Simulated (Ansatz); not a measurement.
Ge

Input file:

```
crystal:
  lattice:
    - [-1.60842, 1.60842, 1.87318]
    - [1.60842, -1.60842, 1.87318]
    - [1.60842, 1.60842, -1.87318]
  atoms:
    - { symbol: Ge, position: [0.5, 0.5, 0.0] }
hamiltonian:
  xc: pbesol
  pseudopotentials: { kind: paw }
  dispersion: d3bj
kpoints:
  mp_grid: { grid: [12, 12, 12] }
scf:
  occupations: { method: fermi_dirac, width: 0.05 }
output:
  forces: true
  stress: true
  eigenvalues: true
  write_density: true
  write_potential: true
  elf: true
  volumetric_format: npy
relax:
  f_tol: 0.01
  max_steps: 40
  cell: { stress_tol: 0.05 }
```

Launched as:

```sh
ansatz run input.yaml --threads 2 --pin off --max-ram 5632MiB --backend cpu --events-out ev --progress --plain --runs-dir out
```

Below, planes, directions and counts refer to the conventional cell (a = 3.26 Å, b = 3.26 Å, c = 3.26 Å, α = 90.00°, β = 90.00°, γ = 90.00°).

The fields are those of the run's last geometry, not of the input's.

Space group Im-3m; a generated structure, not necessarily the stable one.

These are results of Ansatz 0.2.0, Kohn-Sham DFT of a periodic cell, PBEsol with D3(BJ), Ansatz PAW, not measurements.

### What can the converged valence pseudo-density and electron localisation function tell about the bonding?

Ge–Ge (2.83 Å): the density is about 0.21 e/Å³ at the midpoint; the ELF is about 0.40 at the midpoint.

### Does the calculation give a band gap?

It is gapless in this calculation (a metal or semimetal).

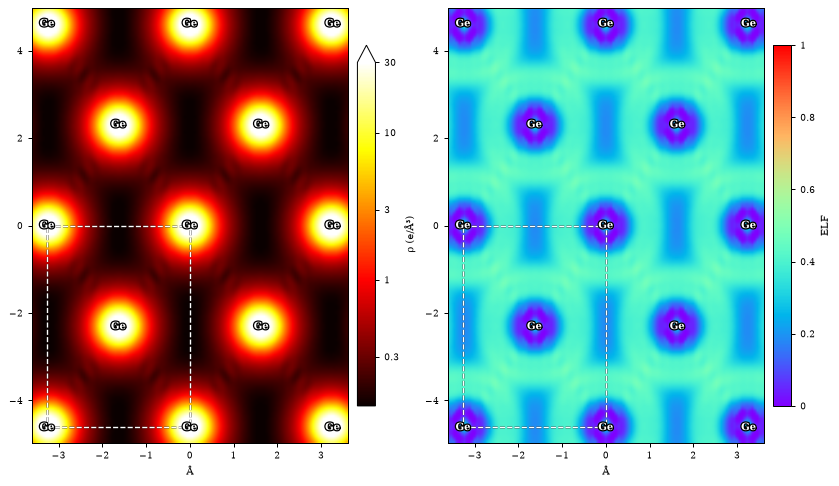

Computed valence pseudo-density and electron localisation function on the (110) plane of the conventional cell, in this order. 

Core electrons are frozen (PAW), and the valence fields are smoothed inside the atomic spheres.
